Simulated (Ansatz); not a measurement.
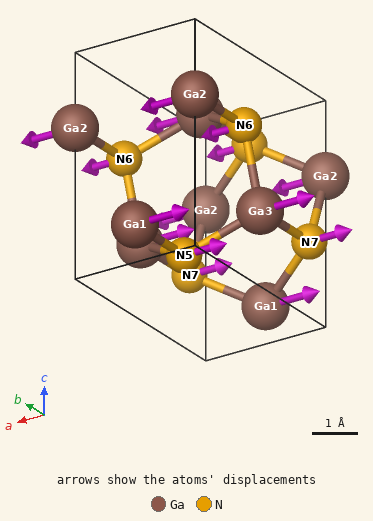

The lowest mode of a crystal of GaN, space group P6₃mc (No. 186), at the zone centre of a doubled cell. The purple arrows are the displacements of the atoms (eigenvector over the root of the mass), of arbitrary overall length and sign. The picture is a ball-and-stick view of the cell of the calculation, seen from a free direction.

Method: DFT PBE, scalar-relativistic, plane waves, PAW (Ansatz).

The input:
```yaml
crystal:
  lattice:
    - [-3.2184289111, 0.0, 0.0]
    - [0.0, 0.0, -5.2430304416]
    - [1.0e-10, -5.5744823946, 0.0]
  atoms:
    - { symbol: Ga, position: [0.5, 0.000868313, 0.1666666667] }
    - { symbol: Ga, position: [0.0, 0.000868313, 0.6666666667] }
    - { symbol: Ga, position: [0.0, 0.500868313, 0.3333333333] }
    - { symbol: Ga, position: [0.5, 0.500868313, 0.8333333333] }
    - { symbol: "N", position: [0.5, 0.624131687, 0.1666666667] }
    - { symbol: "N", position: [0.0, 0.624131687, 0.6666666667] }
    - { symbol: "N", position: [0.0, 0.124131687, 0.3333333333] }
    - { symbol: "N", position: [0.5, 0.124131687, 0.8333333333] }
basis:
  ecutwfc: 420
kpoints:
  mp_grid: { grid: [8, 6, 6] }
hamiltonian:
  xc: pbe
scf:
  occupations: { method: gaussian, width: 0.05 }
output:
  eigenvalues: true
phonons:
  method: fd
  supercell: [1, 1, 1]
  amplitude: 0.02
  eigenvectors: true
  dielectric: false
```

Run as
```bash
ansatz run input.yaml --threads 2 --pin off --max-ram 5120MiB --backend cpu --events-out ev --progress --plain --runs-dir out
```

Frequencies are those without the non-analytic (LO–TO) term.

**Is this crystal at a minimum with respect to the drawn distortion?**

Yes: this softest mode has a real frequency, and so have all others here. That speaks for this wave vector alone: the rest of the zone wasn't checked in this run. This is a non-degenerate mode at 134 cm⁻¹, the lowest level (the three translations aside). All motion is along a of the drawn cell; atoms of one kind move against one another, with no net shift of any sublattice; it mainly bends the Ga–N bonds; the kinetic energy is shared as Ga 88 %, N 12 %. It changes sign from one half of the doubled cell to the other: it belongs to the zone boundary, q = (0, 1/2, 0) in the reciprocal vectors of the undoubled cell.
